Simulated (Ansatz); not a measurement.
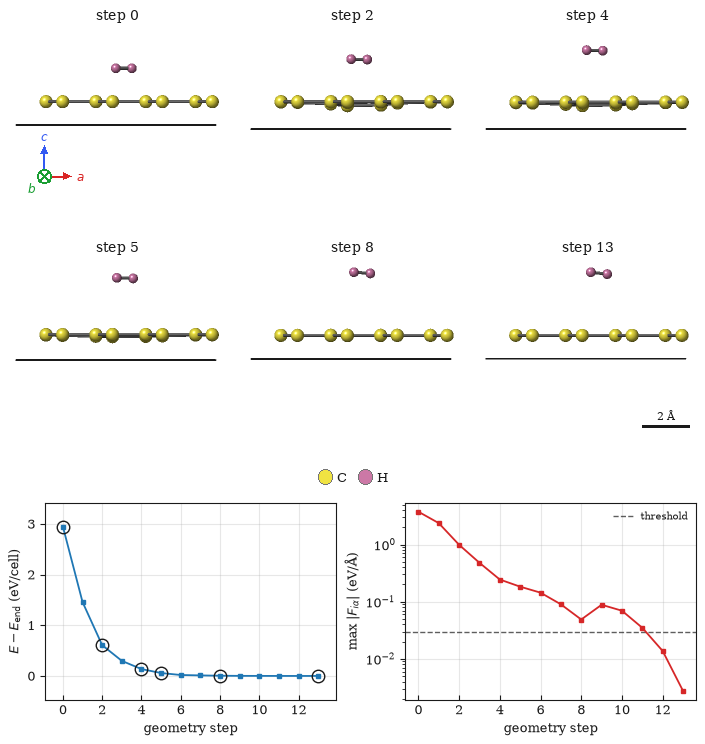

Frames of a relaxation of a slab of composition HC16, marked on the history of the run. The picture is a ball-and-stick view of the cell of the calculation, outlined in the plane, without the vacuum (origin shifted), seen along the b axis.

It is H2 on graphene monolayer, set down by a guess. The run prepares an end point of a later path (molecule hop) calculation, from a guessed geometry.

Method: Ansatz 0.2.0, DFT LDA, scalar-relativistic, plane waves, PAW. Settings: plane-wave cutoff 420 eV; k-point mesh 2 × 2 × 1; occupations gaussian; smearing width 0.05 eV; no spin polarisation; atoms relaxed in a fixed cell; force threshold 0.03 eV/Å; at most 60 steps.

**What happens along the run?**

The largest move relative to the layer's centre is that of an H atom, 1.46 Å at 35° to the normal (+c side). Largest moves by element: H 1.46 Å, C 0.09 Å. The lattice vectors keep their values. Near-neighbour distances that change, for instance: H–H 0.780 → 0.768 Å. Over 13 geometry steps the energy falls by 2.946 eV per cell of the calculation. Largest force component: 3.8 eV/Å at the start, 0.0028 eV/Å at the end. From step 0 to 2: H atoms move most (0.39 Å), energy −2.339 eV per cell of the calculation. From step 2 to 4: H atoms move most (0.39 Å), energy −0.471 eV per cell of the calculation. From step 4 to 5: H atoms move most (0.19 Å), energy −78.2 meV per cell of the calculation. From step 5 to 8: H atoms move most (0.46 Å), energy −53.1 meV per cell of the calculation. From step 8 to 13: H atoms move most (0.28 Å), energy −4.2 meV per cell of the calculation.

| step | E − E(0), meV/atom | largest force component, eV/Å |
| --- | --- | --- |
| 0 | 0.00 | 3.7547 |
| 1 | -43.78 | 2.3732 |
| 2 | -68.79 | 0.9898 |
| 3 | -77.89 | 0.4794 |
| 4 | -82.66 | 0.2444 |
| 5 | -84.96 | 0.1832 |
| 6 | -86.09 | 0.1439 |
| 7 | -86.33 | 0.0900 |
| 8 | -86.52 | 0.0488 |
| 9 | -86.60 | 0.0884 |
| 10 | -86.61 | 0.0696 |
| 11 | -86.63 | 0.0349 |
| 12 | -86.64 | 0.0137 |
| 13 | -86.64 | 0.0028 |
